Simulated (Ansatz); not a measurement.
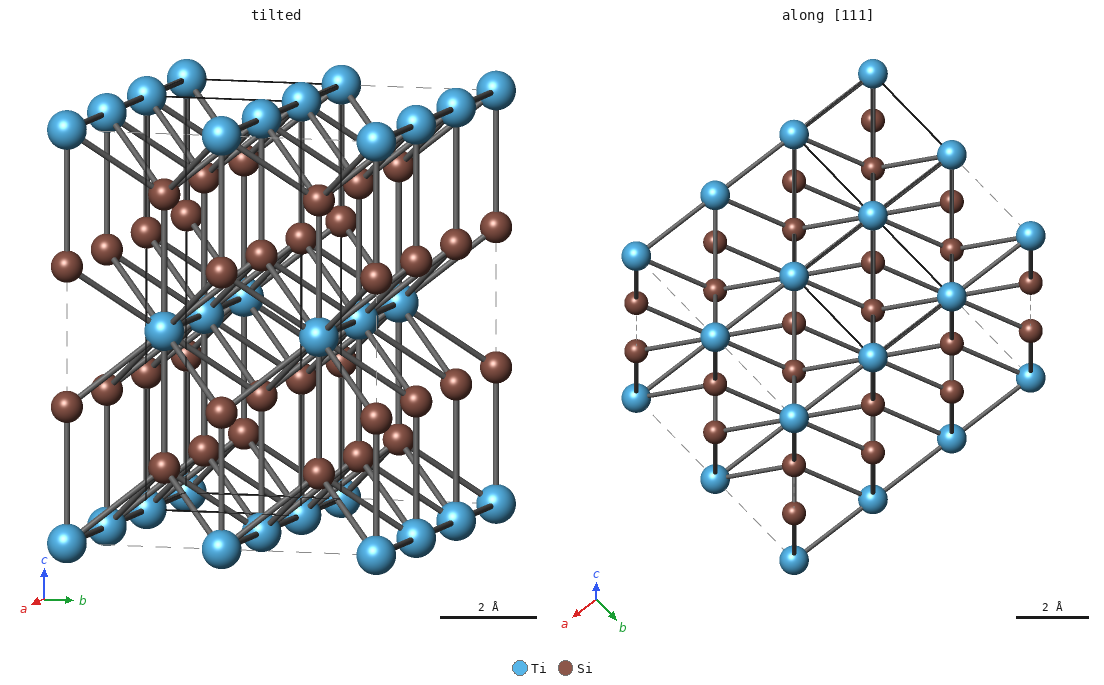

An orthographic ball-and-stick view of the structure, slightly off an axis and along [111]. The drawing covers 3×2×1 cells, and the solid lines enclose one conventional unit cell.

Formula: TiSi$_{2}$. It is body-centred orthorhombic, space group Immm (No. 71). The cell comprises 2 formula units: 2 Ti, 4 Si.

Starting structure: a structure listed in the Materials Project. The cell was then strained or its atoms displaced on purpose. It went into a calculation with Ansatz.

At this level of theory the run's own cell isn't at rest (stretched, at -7 GPa), so its distances can differ from those at equilibrium, the more so the softer the solid.
